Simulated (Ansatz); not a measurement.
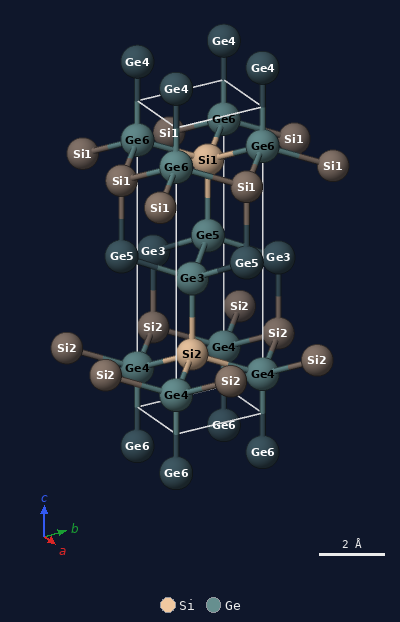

Figure 1. The structure (ball-and-stick view of the cell of the calculation, seen slightly off an axis; neighbours outside the cell are drawn fainter; atoms are numbered from 1 in the order of the input). An atom can appear more than once, as a periodic image.

**What a change does: band-structure calculation on Ge2Si**

System: Ge2Si (P-3m1, 6 atoms in the cell).
Method of run 1: DFT PBE, scalar-relativistic, plane waves, PAW, no spin polarisation (Ansatz 0.2.0).

The structure was made by a generator, so it may or may not be a known phase. Text and figures count atoms from 1; the logs count them from 0 in places.

### The input, run 1
```yaml
crystal:
  lattice:
    - [3.9955312957, -2.89e-08, 0.0]
    - [-1.9977656229, 3.4602316181, 0.0]
    - [0.0, 0.0, 9.7871257]
  atoms:
    - { symbol: Si, position: [0.3333333333, 0.6666666667, 0.791495] }
    - { symbol: Si, position: [0.6666666667, 0.3333333333, 0.208505] }
    - { symbol: Ge, position: [0.6666666667, 0.3333333333, 0.455877] }
    - { symbol: Ge, position: [0.0, 0.0, 0.127624] }
    - { symbol: Ge, position: [0.3333333333, 0.6666666667, 0.544123] }
    - { symbol: Ge, position: [0.0, 0.0, 0.872376] }
basis:
  ecutwfc: 420
kpoints:
  mp_grid: { grid: [12, 12, 4] }
  band_path:
    path:
      - [[0.0, 0.0, 0.0], [0.5, 0.0, 0.0], [0.33333333, 0.33333333, 0.0], [0.0, 0.0, 0.0], [0.0, 0.0, 0.5], [0.5, 0.0, 0.5], [0.33333333, 0.33333333, 0.5], [0.0, 0.0, 0.5]]
      - [[0.5, 0.0, 0.5], [0.5, 0.0, 0.0]]
      - [[0.33333333, 0.33333333, 0.5], [0.33333333, 0.33333333, 0.0]]
    npoints: 14
hamiltonian:
  xc: pbe
scf:
  occupations: { method: gaussian, width: 0.02 }
  n_extra_bands: 15
output:
  forces: true
  stress: true
  eigenvalues: true
  populations: true
  dos: { projected: true, de: 0.02, nscf_kmesh: { grid: [18, 18, 6] } }
  bader: true
  write_density: true
  write_potential: true
  elf: true
  volumetric_format: npy
```

Launched with:
```bash
ansatz run input.yaml --threads 4 --pin off --max-ram 8192MiB --backend cpu --events-out ev --progress --plain --runs-dir out
```

Hardware: 4 threads of Arm Neoverse V2, 240 GiB of memory available, shared host.

### Output, shortened to warnings, some set-up lines, iterations and results (run 1)
```
Basis set: ecut = 420 eV, 2649 PW (Γ), exchange–correlation on 54×54×144 points (8 copies of the dense FFT grid, shifted against one another)
Symmetry: 12 space group operations
k-points: 69 of 576
Initial density: superposition of atomic densities (neutral atoms: chi_scale 0, normalization atom), corrected by the library's trained network
[...]
SCF iter   1: F=—  HF=-18451.435725 eV  |F-HF|=—  |Δ(HF+E_count)|=         —  Δρ=1.61e-3  dr2=1.25e-2  ethr=1.77e-3  ⟨swp⟩=6.0  Hψ=13493  notcnv=0  defer=88
SCF iter   2: F=—  HF=-18451.432850 eV  |F-HF|=—  |Δ(HF+E_count)|=   2.87e-3  Δρ=1.05e-3  dr2=2.02e-3  ethr=1.96e-5  ⟨swp⟩=2.2  Hψ=6382  notcnv=0  defer=601
SCF iter   3: F=—  HF=-18451.432568 eV  |F-HF|=—  |Δ(HF+E_count)|=   2.82e-4  Δρ=5.49e-4  dr2=4.66e-4  ethr=3.16e-6  ⟨swp⟩=2.0  Hψ=4734  notcnv=0  defer=601
SCF iter   4: F=—  HF=-18451.432687 eV  |F-HF|=—  |Δ(HF+E_count)|=   1.18e-4  Δρ=1.28e-4  dr2=3.42e-5  ethr=7.29e-7  ⟨swp⟩=2.0  Hψ=3465  notcnv=0  defer=601
SCF iter   5: F=—  HF=-18451.432578 eV  |F-HF|=—  |Δ(HF+E_count)|=   1.09e-4  Δρ=4.57e-5  dr2=4.47e-6  ethr=5.34e-8  ⟨swp⟩=2.0  Hψ=4821  notcnv=0  defer=601
SCF iter   6: F=—  HF=-18451.432580 eV  |F-HF|=—  |Δ(HF+E_count)|=   2.50e-6  Δρ=2.32e-5  dr2=5.13e-7  ethr=6.98e-9  ⟨swp⟩=2.0  Hψ=4843  notcnv=0  defer=601
SCF iter   7: F=-18451.432581 eV  HF=-18451.432581 eV  |F-HF|=5.04e-8  |Δ(HF+E_count)|=   9.82e-7  Δρ=5.89e-6  dr2=3.46e-8  ethr=1.56e-10  ⟨swp⟩=14.6  Hψ=25008  notcnv=0
SCF 1 converged in 7 iterations: F = -18451.432581 eV  dr2 = 3.46e-8
NSCF: frozen V_eff on 129 k-points
NSCF: frozen V_eff on 202 k-points
SCF converged after 7 iterations
Free energy (F): -18451.432581 eV
Harris-Foulkes:  -18451.432581 eV  (|F-HF|=5.04e-8)
Internal energy: -18451.432581 eV  (E = F + TS)
E sigma→0 (E₀):  -18451.432581 eV
Fermi energy:    7.685190 eV
--- Per-component energies (eV) ---
  E_band       = -630.067372
  E_kinetic    = 523.670458
  E_local      = -10730.811560  (includes V_loc(G=0)·N_el)
  E_nonlocal   = 1725.941438
  E_hartree    = 4729.612691
  E_xc         = -411.365330
  E_vxc        = -350.242954  (∫ρ·V_xc dr)
  E_paw        = -9105.476840  (= ΣΔE_a)
  E_vpaw       = -1257.873049  (= ΣTr[D̂ρ^β])
  E_aug_tail   = 0.001200  (compensation charges beyond the density's cutoff)
  E_ewald      = -5183.004638
  E_smearing   = -0.000000  (= −TS)
  E_closure    = -0.000000  (closes the sum)
  Σ components = -18451.432581   (vs F -18451.432581, Δ=0.00e0)
--- Forces (eV/Å), atoms counted from 1 ---
  atom   1  Si     0.00000000    -0.00000000     0.00152229
  atom   2  Si     0.00000000     0.00000000    -0.00152229
  atom   3  Ge    -0.00000000    -0.00000000     0.00152445
  atom   4  Ge    -0.00000000    -0.00000000     0.00162806
  atom   5  Ge     0.00000000     0.00000000    -0.00152445
  atom   6  Ge     0.00000000     0.00000000    -0.00162806
  max |Σ_I F_I| component: 1.85e-17 eV/Å
--- Stress (GPa, compression-positive) ---
       -0.001038       0.000000      -0.000000
        0.000000      -0.001038      -0.000000
       -0.000000      -0.000000       0.005254
  P = ⅓ Tr σ = 0.0011 GPa (0.011 kbar)
--- Löwdin populations: 6 sites ---
  site symbol       q [e]
     0     Si      3.8991
     1     Si      3.8991
     2     Ge     13.9983
     3     Ge     14.0274
     4     Ge     13.9983
     5     Ge     14.0274
  spilling = 0.002348 (of n_electrons = 64.000000)
--- Bader charges: 6 sites ---
  site symbol  charge [e]  shift [e]
     0     Si      0.2202     0.0035
     1     Si      0.2202     0.0035
     2     Ge     -0.0622     0.0007
     3     Ge     -0.1581     0.0028
     4     Ge     -0.0622     0.0007
     5     Ge     -0.1581     0.0028
  estimated error of the sums over rays = 3.0e-4 e
```

Run 2 used a changed input.

### The two runs side by side

| quantity | run 1 | run 2 |
| --- | --- | --- |
| outcome | converged | converged |
| free energy per atom (eV) | −3075.2388 | −3013.3341 |
| gap on the mesh (eV) | 0.47 | 0.34 |
| pressure (GPa) | 0.00 | −4.25 |
| largest force (eV/Å) | 0.002 | 0.065 |
| SCF iterations | 7 | 7 |
| irreducible k-points | 69 | 69 |
| plane waves at Γ | 2649 | 2649 |
| wall time (shared host) | 43 s | 42 s |

Which change of the input explains these differences?

The change (lines with − go, lines with + come):
```diff
-  xc: pbe
+  xc: lda
```

The total energies belong to different methods, so their difference says nothing on which is more stable or more accurate. The gap on the mesh goes from 0.47 to 0.34 eV. The pressure goes from 0.00 to −4.25 GPa. The largest force goes from 0.002 to 0.065 eV/Å. The functional changes from PBE to LDA. Along LDA, PBEsol, PBE and RPBE the binding weakens and the preferred volume grows, so the same cell is under more pressure with the later ones. The number of SCF iterations is the same.

### Output, shortened to warnings, some set-up lines, iterations and results (run 2)
```
Basis set: ecut = 420 eV, 2649 PW (Γ)
Symmetry: 12 space group operations
k-points: 69 of 576
Initial density: superposition of atomic densities (neutral atoms: chi_scale 0, normalization atom), corrected by the library's trained network
[...]
SCF iter   1: F=—  HF=-18080.014582 eV  |F-HF|=—  |Δ(HF+E_count)|=         —  Δρ=5.08e-3  dr2=3.13e-2  ethr=1.77e-3  ⟨swp⟩=6.0  Hψ=13471  notcnv=0  defer=87
SCF iter   2: F=—  HF=-18080.005952 eV  |F-HF|=—  |Δ(HF+E_count)|=   8.63e-3  Δρ=2.86e-3  dr2=6.22e-3  ethr=4.88e-5  ⟨swp⟩=2.3  Hψ=4248  notcnv=0  defer=591
SCF iter   3: F=—  HF=-18080.005249 eV  |F-HF|=—  |Δ(HF+E_count)|=   7.03e-4  Δρ=8.76e-4  dr2=2.02e-3  ethr=9.71e-6  ⟨swp⟩=2.0  Hψ=5280  notcnv=0  defer=596
SCF iter   4: F=—  HF=-18080.004883 eV  |F-HF|=—  |Δ(HF+E_count)|=   3.67e-4  Δρ=2.32e-4  dr2=7.33e-5  ethr=3.15e-6  ⟨swp⟩=2.9  Hψ=4938  notcnv=0  defer=596
SCF iter   5: F=—  HF=-18080.004894 eV  |F-HF|=—  |Δ(HF+E_count)|=   1.10e-5  Δρ=7.30e-5  dr2=6.86e-6  ethr=1.15e-7  ⟨swp⟩=2.0  Hψ=4616  notcnv=0  defer=596
SCF iter   6: F=—  HF=-18080.004888 eV  |F-HF|=—  |Δ(HF+E_count)|=   5.80e-6  Δρ=2.73e-5  dr2=1.34e-6  ethr=1.07e-8  ⟨swp⟩=2.0  Hψ=4829  notcnv=0  defer=596
SCF iter   7: F=-18080.004888 eV  HF=-18080.004888 eV  |F-HF|=1.28e-8  |Δ(HF+E_count)|=   3.11e-7  Δρ=9.13e-6  dr2=8.99e-8  ethr=1.56e-10  ⟨swp⟩=13.4  Hψ=21860  notcnv=0
SCF 1 converged in 7 iterations: F = -18080.004888 eV  dr2 = 8.99e-8
NSCF: frozen V_eff on 129 k-points
NSCF: frozen V_eff on 202 k-points
SCF converged after 7 iterations
Free energy (F): -18080.004888 eV
Harris-Foulkes:  -18080.004888 eV  (|F-HF|=1.28e-8)
Internal energy: -18080.004888 eV  (E = F + TS)
E sigma→0 (E₀):  -18080.004888 eV
Fermi energy:    7.348708 eV
--- Per-component energies (eV) ---
  E_band       = -653.042149
  E_kinetic    = 525.402317
  E_local      = -10755.822549  (includes V_loc(G=0)·N_el)
  E_nonlocal   = 1739.701943
  E_hartree    = 4732.601516
  E_xc         = -409.086895
  E_vxc        = -353.089577  (∫ρ·V_xc dr)
  E_paw        = -8737.599671  (= ΣΔE_a)
  E_vpaw       = -1274.445413  (= ΣTr[D̂ρ^β])
  E_aug_tail   = 0.001122  (compensation charges beyond the density's cutoff)
  E_ewald      = -5183.004638
  E_core_change = 7.801966  (= ΣΔE_core)
  E_smearing   = -0.000000  (= −TS)
  E_closure    = -0.000000  (closes the sum)
  Σ components = -18080.004888   (vs F -18080.004888, Δ=0.00e0)
--- Forces (eV/Å), atoms counted from 1 ---
  atom   1  Si     0.00000000    -0.00000000    -0.00155974
  atom   2  Si     0.00000000     0.00000000     0.00155974
  atom   3  Ge     0.00000000    -0.00000000     0.06502153
  atom   4  Ge    -0.00000000    -0.00000000    -0.04358775
  atom   5  Ge     0.00000000     0.00000000    -0.06502153
  atom   6  Ge    -0.00000000     0.00000000     0.04358775
  max |Σ_I F_I| component: 1.39e-17 eV/Å
--- Stress (GPa, compression-positive) ---
       -4.250624       0.000000      -0.000000
        0.000000      -4.250624      -0.000000
       -0.000000      -0.000000      -4.250867
  P = ⅓ Tr σ = -4.2507 GPa (-42.507 kbar)
--- Löwdin populations: 6 sites ---
  site symbol       q [e]
     0     Si      3.8747
     1     Si      3.8747
     2     Ge     14.0059
     3     Ge     14.0474
     4     Ge     14.0059
     5     Ge     14.0474
  spilling = 0.002247 (of n_electrons = 64.000000)
--- Bader charges: 6 sites ---
  site symbol  charge [e]  shift [e]
     0     Si      0.2656     0.0024
     1     Si      0.2656     0.0024
     2     Ge     -0.0734     0.0004
     3     Ge     -0.1922     0.0020
     4     Ge     -0.0734     0.0004
     5     Ge     -0.1922     0.0020
  estimated error of the sums over rays = 3.0e-4 e
```
